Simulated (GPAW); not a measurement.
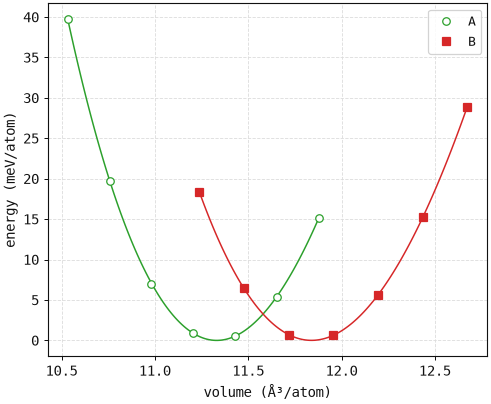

The figure compares two calculations of the energy against volume, each curve from its own zero. The first is for AlNi, space group Pm-3m (No. 221).

The cell holds 2 atoms.

Method: PAW DFT in plane waves, on a grid or in atomic orbitals, collinear spins; energies at scaled volumes of the given cell, shape and fractions fixed, counted from the fit's minimum, third-order Birch-Murnaghan fit (GPAW 26.7.0). Level: r2SCAN, collinear spin.

| setting | value |
| --- | --- |
| k mesh | 9×9×9 |
| occupations | Fermi–Dirac |
| smearing width | 0.05 eV |
| potentials | GPAW PAW data sets (gpaw data 1.2.1) |
| wave cutoff | 600 eV |
| program settings | basis pw |

In the second, Ni is replaced by Co on all its sites, which gives AlCo in the same structure.

> Which of A and B is the second calculation, and what did the change do?

A. The equilibrium volume falls from 11.84 to 11.33 Å³/atom (−4.3 %) and the bulk modulus rises from 177 to 199 GPa (+12 %).

For AlNi, limits of the calculation: nickel data set pressure off other codes.

V0 and the bulk modulus come from third-order Birch–Murnaghan fits.
